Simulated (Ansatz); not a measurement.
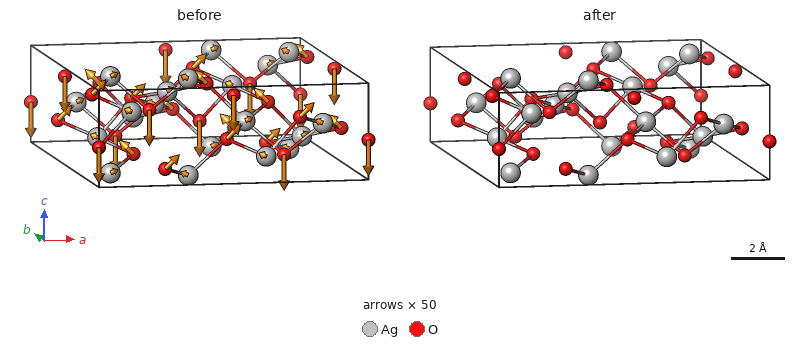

The structure of solid Ag2O3 (built on the database structure type) before (left) and after (right) a relaxation, at one scale. The orange arrows give the displacements (the part carried along by the change of the cell is left out), 50 times their true length.

Style: ball-and-stick. Shown: the conventional cell (4 times the calculation's cell), slightly off an axis. Lengths and directions refer to the drawn axes.

All numbers below come from DFT, r2SCAN+rVV10, plane waves, PAW (Ansatz 0.2.0). Set-up: plane-wave cutoff 500 eV; k-point mesh 8 × 8 × 8; occupations fermi dirac; smearing width 0.03 eV; no spin polarisation; cell and atoms relaxed; force threshold 0.01 eV/Å; at most 120 steps.

**Summarise the run.**

Over 4 accepted moves (5 points after the start) the energy falls by 10.1 meV per cell of the calculation. Largest force component: 0.12 eV/Å at the start, 0.0062 eV/Å at the end. The pressure goes from −0.15 to −0.02 GPa. The SCF was repeated once at an unchanged geometry on a basis and grid sized afresh for the cell, which shifted the energy by 0.8 meV per cell of the calculation at most. The largest moves relative to the cell, 0.028 Å, are those of O atoms. Largest moves by element: O 0.028 Å, Ag 0.007 Å. The volume changes by −1.1 %, with a 10.438 → 10.479 Å (+0.4 %), b 12.821 → 12.909 Å (+0.7 %), c 3.700 → 3.620 Å (−2.2 %). The space group stays Fdd2 (No. 43). The run took 3.6 min on 4 threads of Arm Neoverse V2, with other jobs on the host, peak memory 1.3 GiB.
